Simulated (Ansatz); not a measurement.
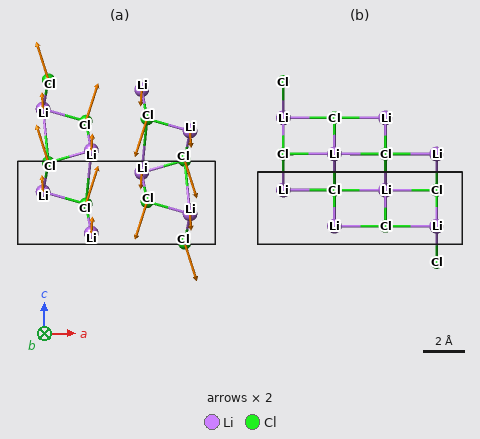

The structure of a crystal of LiCl (built on the GeS-62 type type) before (left) and after (right) a relaxation, at one scale. The orange arrows give the displacements (the part carried along by the change of the cell is left out), magnified 2 times.

A ball-and-stick model of the cell of the calculation, repeated 1 × 1 × 2 with one cell outlined, seen along the b axis.

All numbers below come from Ansatz 0.2.0, DFT, PBEsol, plane waves, PAW.

Input file:
```yaml
crystal:
  lattice:
    - [9.78631539, 0.0, 0.0]
    - [0.0, 3.27078012, 0.0]
    - [0.0, 0.0, 4.10590381]
  atoms:
    - { symbol: Li, position: [0.87224634, 0.25, 0.36689105] }
    - { symbol: Li, position: [0.12775366, 0.75, 0.63310895] }
    - { symbol: Li, position: [0.62775366, 0.75, 0.86689105] }
    - { symbol: Li, position: [0.37224634, 0.25, 0.13310895] }
    - { symbol: Cl, position: [0.65483072, 0.25, 0.51478817] }
    - { symbol: Cl, position: [0.34516928, 0.75, 0.48521183] }
    - { symbol: Cl, position: [0.84516928, 0.75, 0.01478817] }
    - { symbol: Cl, position: [0.15483072, 0.25, 0.98521183] }
kpoints:
  mp_grid: { grid: [2, 6, 6] }
hamiltonian:
  xc: pbesol
scf:
  occupations: { method: fermi_dirac, width: 0.03 }
relax:
  f_tol: 0.01
  cell: {}
  max_steps: 120
```

Run as
```bash
ansatz run input.yaml --threads 2 --pin off --max-ram 29491MiB --backend cpu --events-out ev --progress --plain --runs-dir out
```

### What changed between the two?

The energy falls by 2.743 eV per cell of the calculation in 11 accepted moves (12 points after the start). The largest force component goes from 1.1 to 0.0015 eV/Å. Pressure: 7.55 GPa at the start and 0.00 GPa at the end. The SCF was repeated once at an unchanged geometry on a basis and grid sized afresh for the cell, which shifted the energy by 0.3 meV per cell of the calculation at most. The largest moves relative to the cell, 1.00 Å, are those of Cl5, Cl6, Cl7 and Cl8. Cl7 goes roughly along −c. Largest moves by element: Cl 1.00 Å, Li 0.42 Å. The volume changes by −1.2 %, with a 9.786 → 10.129 Å (+3.5 %), b 3.271 → 3.580 Å (+9.5 %), c 4.106 → 3.581 Å (−12.8 %). Among the contacts that change: Li1–Cl8 3.179 → 2.532 Å, Li1–Cl7 3.134 → 2.533 Å, Li1–Cl7 (another image) 2.199 → 2.531 Å, Li1–Cl5 2.213 → 2.532 Å. New bonds form: Li1–Cl8 (3.18 → 2.53 Å), Li2–Cl7 (3.18 → 2.53 Å), Li3–Cl6 (3.18 → 2.53 Å), Li4–Cl5 (3.18 → 2.53 Å). Among the angles between lasting bonds that change: Li2–Cl6–Li4 107.2° → 90.0°, Li4–Cl6–Li4 96.1° → 90.0°, Cl8–Li2–Cl8 96.1° → 90.0°. The space group (tolerance 0.01 Å) goes from Pnma (No. 62) to Fm-3m (No. 225).
